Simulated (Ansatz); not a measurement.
## KI: band-structure calculation (part 1 of 2)

- system: KI (2 atoms in the cell)
- method: DFT, PBE with spin-orbit coupling, plane waves, PAW (Ansatz 0.2.0)

The structure derives from an entry of the Crystallography Open Database. The geometry comes from this level: r2SCAN. Figures and captions count atoms from 1; the log counts them from 0 in places.

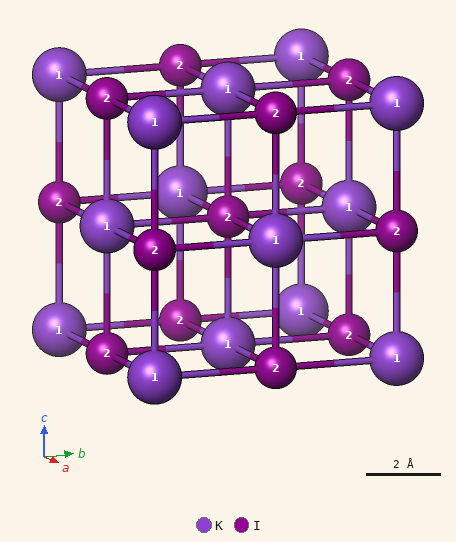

The structure as given in the input (ball-and-stick view of the cell 4 times as large as that of the calculation, set on its symmetry axes, seen slightly off an axis; atoms are numbered from 1 in the order of the input). Near neighbours in the crystal (not all of them lie inside the picture): K has 6 I at 3.54 Å; I has 6 K at 3.54 Å.

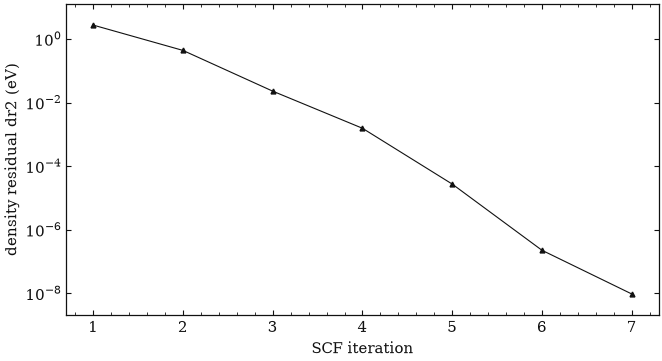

Convergence of the self-consistent field: density residual dr2 against the SCF iteration. The residual falls at every step.

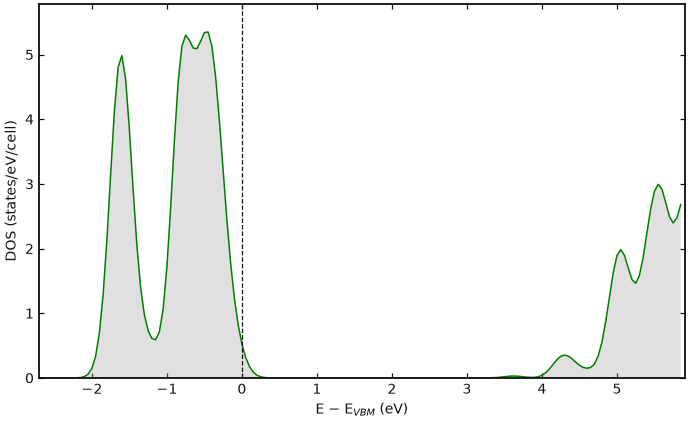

Density of states (the curve is built from the levels of the k mesh with Gaussians 0.3 eV wide, which also blur the band edges), with energies from the valence-band top. There is a gap of 3.62 eV on the k-point mesh. Small ripples come from the finite k-point mesh.

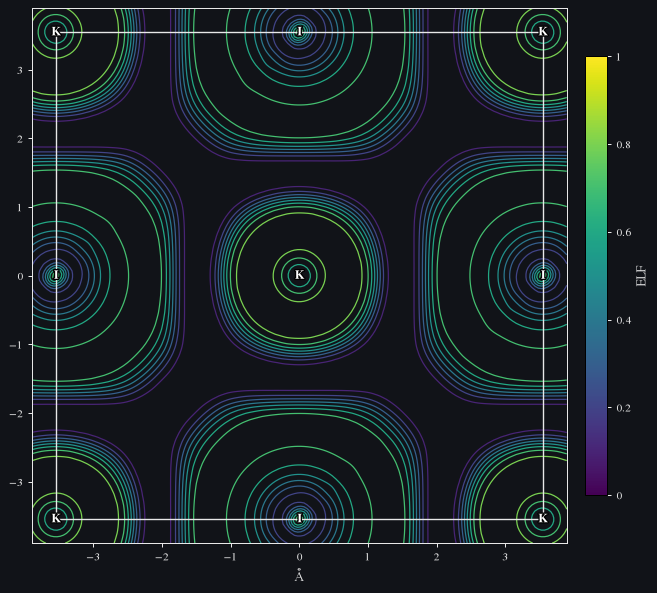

ELF on the (100) plane of the conventional cell. The plane passes through K and I nuclei. The strong features right at K lie inside the PAW spheres (semicore, d or f shells) and say nothing about bonding. The fields are those of the smooth PAW valence density.

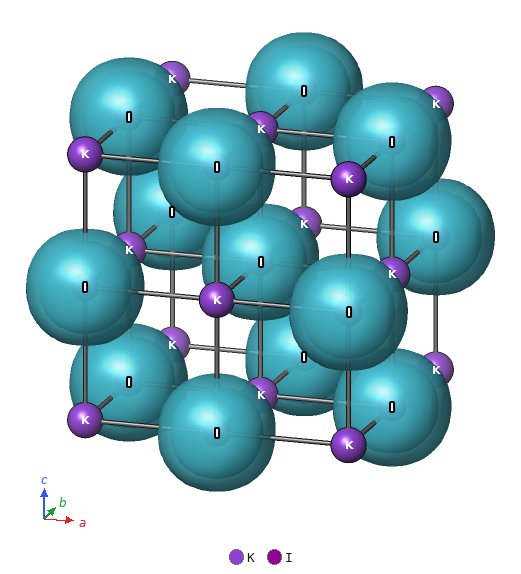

Isosurface of the electron localisation function at 0.75 (cyan), seen at an oblique angle. Core shells and regions of very low density are left out. Sticks mark near contacts. The outline is the cell set on symmetry axes. Profiles from the grid: K–I (3.54 Å): the ELF peaks at about 0.80 in the valence shell of I, 1.3 Å from its nucleus, and drops to about 0.05 between the two atoms, which marks ionic bonding with no shared pair.

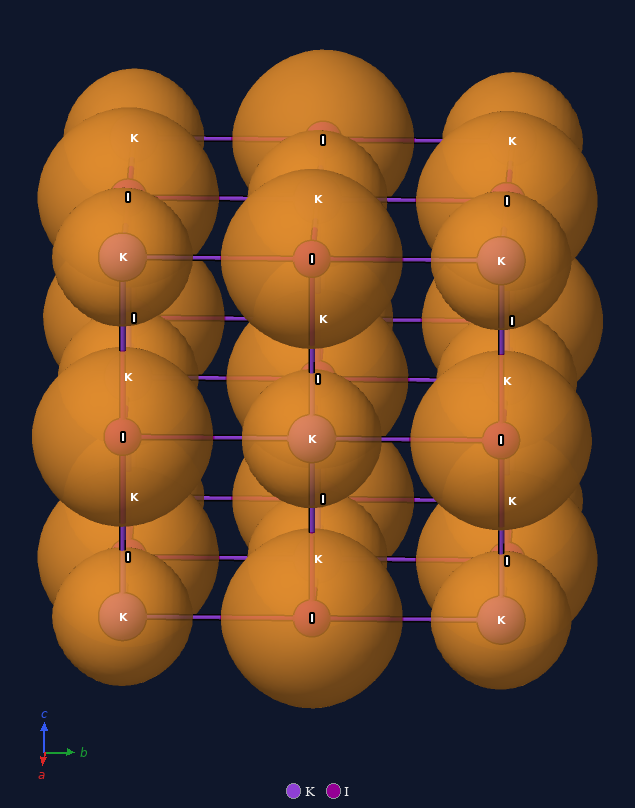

Isosurface of the valence electron density at 0.1 e/Å³ (orange), seen at an oblique angle. Sticks mark near contacts. The outline is the cell set on symmetry axes. At this value the density breaks into separate islands; it holds about 90 % of the electrons treated as valence (semicore included). It is pinched off along the K–I (3.54 Å) contacts. On the grid the lowest density along these lines, outside the cores, is 0.06 e/Å³ (K–I, 3.54 Å).

The input and output of the run follow.

The input:
```yaml
crystal:
  lattice:
    - [0.0, 3.5445661589, 3.5445661589]
    - [3.5445661589, 0.0, 3.5445661589]
    - [3.5445661589, 3.5445661589, 0.0]
  atoms:
    - { symbol: K, position: [0.0, 0.0, 0.0] }
    - { symbol: I, position: [0.5, 0.5, 0.5] }
kpoints:
  mp_grid: { grid: [6, 6, 6] }
  band_path:
    path:
      - [0.0, 0.0, 0.0]
      - [0.5, 0.0, 0.5]
      - [0.625, 0.25, 0.625]
      - [0.375, 0.375, 0.75]
      - [0.5, 0.5, 0.5]
      - [0.5, 0.25, 0.75]
    npoints: 1
hamiltonian:
  xc: pbe
scf:
  occupations: { method: fixed }
  n_extra_bands: 8
magnetization:
  noncollinear: true
  spin_orbit: true
output:
  forces: true
  stress: true
  eigenvalues: true
  write_density: true
  write_potential: true
  elf: true
  volumetric_format: npy
```

Run as:
```bash
ansatz run input.yaml --threads 2 --pin off --max-ram 2211MiB --backend cpu --events-out ev --progress --plain --runs-dir out
```

Output:
```
scf.n_extra_bands = 8 over 26 filled bands (N_el = 26.0): the run solves 34 bands
Engine: ansatz 0.2.0, x86_64-unknown-linux-gnu
Pseudopotentials: kind: paw_fr
Pseudopotential: K, paw_fr, valence charge 9, recommended cutoff 420 eV (normal), K.paw.azcp#standard-fr
Pseudopotential: I, paw_fr, valence charge 17, recommended cutoff 420 eV (normal), I.paw.azcp#standard-fr
Functional definition: PBE
  parameter kappa = 0.804
  parameter beta = 0.06672455060314922
  exchange = pbe_x(kappa = kappa, mu = beta*pi^2/3)
  correlation = pbe_c(beta = beta)
non-collinear run that drives no moment, with spin-orbit: no starting moment large enough to seed its density (crystal.atoms[].spin), no starting occupations that ask for one, no magnetisation constraint and no magnetic field, so the semilocal B_xc is pinned to zero
Crystal: 2 atoms, lattice volume = 89.067 Å³
Basis set: ecut = 420 eV, 1807 PW (Γ), exchange–correlation on 72×72×72 points (8 copies of the dense FFT grid, shifted against one another)
Bands: 34, of which v1, the nominal top of the filled ones, is band 26 counted from 1 (25 counted from 0)
Symmetry: 48 space group operations + 48 with time reversal
Magnetic group: BNS 225.117 (UNI 1619), of the structure as read, at distance tolerance 4.5e-5 Å
k-points: 16 of 216
Projection manifold: j_resolved (fully-relativistic pseudo-atomic orbitals)
Non-local potential: K, projectors of the file, l = 0: 3, l = 1: 4, l = 2: 4
Non-local potential: I, projectors of the file, l = 0: 2, l = 1: 4, l = 2: 4, l = 3: 4
PAW form: soft (Blöchl's): semilocal exchange-correlation on the pseudo side does not see the compensation charge
PAW one-centre angular grid: K, 110 points (default); XC on 64 Gauss nodes
PAW one-centre angular grid: I, 590 points (default); XC on 96 Gauss nodes
Initial density: superposition of atomic densities (chi_scale 0.1, normalization cell, long waves kept (reshape's long-wave potential 0.00 eV rms))
Initial wavefunctions: pseudopotential atomic-orbital guess
Functional: x = pbe(κ = 0.804, μ = 0.2195149727645171), c = pbe(β = 0.06672455060314922)
SCF iter   1: F=—  HF=-9057.956141 eV  |F-HF|=—  |Δ(HF+E_count)|=         —  Δρ=4.03e-2  dr2=2.73e0  dr2_m=0.00e0 (ungated)  ethr=3.10e-3  |M|=0.00e0 ∫|m|=0.00e0 μB  |m|>n=0.0e0 m-floor=0.0e0 τ_xc=0.0e0  β_m=0.30  ⟨swp⟩=10.5  Hψ=1398  notcnv=0  defer=72
preconditioner: auto → none  [insulator: Δε(μ)=2.357 eV  Ē_g=9.053 eV  n_scr=14 (ndim 8)  ℏωp=11.1 eV  f_vac=0.021  ε∞_Penn≈2.5]
SCF iter   2: F=—  HF=-9056.918002 eV  |F-HF|=—  |Δ(HF+E_count)|=    1.04e0  Δρ=1.67e-2  dr2=4.36e-1  dr2_m=0.00e0 (ungated)  ethr=3.10e-3  |M|=0.00e0 ∫|m|=0.00e0 μB  |m|>n=0.0e0 m-floor=0.0e0 τ_xc=0.0e0  β_m=0.39  ⟨swp⟩=5.6  Hψ=617  notcnv=0  defer=64
SCF iter   3: F=—  HF=-9056.742470 eV  |F-HF|=—  |Δ(HF+E_count)|=   1.76e-1  Δρ=5.02e-3  dr2=2.28e-2  dr2_m=0.00e0 (ungated)  ethr=1.68e-3  |M|=0.00e0 ∫|m|=0.00e0 μB  |m|>n=0.0e0 m-floor=0.0e0 τ_xc=0.0e0  β_m=0.57  ⟨swp⟩=4.6  Hψ=509  notcnv=0  defer=62
SCF iter   4: F=—  HF=-9056.748671 eV  |F-HF|=—  |Δ(HF+E_count)|=   6.20e-3  Δρ=1.25e-3  dr2=1.55e-3  dr2_m=0.00e0 (ungated)  ethr=8.76e-5  |M|=0.00e0 ∫|m|=0.00e0 μB  |m|>n=0.0e0 m-floor=0.0e0 τ_xc=0.0e0  β_m=0.64  ⟨swp⟩=4.4  Hψ=475  notcnv=0  defer=66
SCF iter   5: F=—  HF=-9056.749570 eV  |F-HF|=—  |Δ(HF+E_count)|=   8.99e-4  Δρ=2.37e-4  dr2=2.72e-5  dr2_m=0.00e0 (ungated)  ethr=5.97e-6  |M|=0.00e0 ∫|m|=0.00e0 μB  |m|>n=0.0e0 m-floor=0.0e0 τ_xc=0.0e0  β_m=0.80  ⟨swp⟩=4.0  Hψ=423  notcnv=0  defer=64
SCF iter   6: F=—  HF=-9056.749570 eV  |F-HF|=—  |Δ(HF+E_count)|=   3.51e-7  Δρ=1.69e-5  dr2=2.25e-7  dr2_m=0.00e0 (ungated)  ethr=1.05e-7  |M|=0.00e0 ∫|m|=0.00e0 μB  |m|>n=0.0e0 m-floor=0.0e0 τ_xc=0.0e0  β_m=0.78  ⟨swp⟩=2.0  Hψ=395  notcnv=0  defer=64
SCF iter   7: F=-9056.749570 eV  HF=-9056.749570 eV  |F-HF|=5.61e-9  |Δ(HF+E_count)|=   1.80e-7  Δρ=3.49e-6  dr2=9.50e-9  dr2_m=0.00e0 (ungated)  ethr=3.85e-10  |M|=0.00e0 ∫|m|=0.00e0 μB  |m|>n=0.0e0 m-floor=0.0e0 τ_xc=0.0e0  ⟨swp⟩=23.8  Hψ=2930  notcnv=0
SCF 1 converged in 7 iterations: F = -9056.749570 eV  dr2 = 9.50e-9
  greatest PAW one-centre occupation: 0.998 electrons in one spin orbital (limit 2), on the I atom at site 1 (counted from 0), in its partial waves of l = 2
NSCF: frozen V_eff on 6 k-points
SCF converged after 7 iterations
Magnetization: |M| = 0.0000 μB,  M = (+0.0000, +0.0000, +0.0000) μB
Absolute magnetization: 0.0000 μB (∫|m|)
  site 0: m = (+0.0000, +0.0000, +0.0000) μB, |m| = 0.0000 μB  (R = 1.46 Å)
  site 1: m = (+0.0000, +0.0000, +0.0000) μB, |m| = 0.0000 μB  (R = 1.46 Å)
Free energy (F): -9056.749570 eV
Harris-Foulkes:  -9056.749570 eV  (|F-HF|=5.61e-9)
Internal energy: -9056.749570 eV  (E = F + TS)
E sigma→0 (E₀):  -9056.749570 eV
Fermi energy:    2.507351 eV
--- Per-component energies (eV) ---
  E_band       = -523.119588
  E_kinetic    = 443.236322
  E_local      = -2843.096446  (includes V_loc(G=0)·N_el)
  E_nonlocal   = -76.552856
  E_hartree    = 1347.394471
  E_xc         = -263.549599
  E_vxc        = -293.810400  (∫ρ·V_xc dr)
  E_paw        = -5602.629840  (= ΣΔE_a)
  E_vpaw       = -447.688791  (= ΣTr[D̂ρ^β])
  E_aug_tail   = 0.000004  (compensation charges beyond the density's cutoff)
  E_ewald      = -2061.551624
  E_smearing   = -0.000000  (= −TS)
  E_closure    = 0.000000  (closes the sum)
  Σ components = -9056.749570   (vs F -9056.749570, Δ=0.00e0)
```
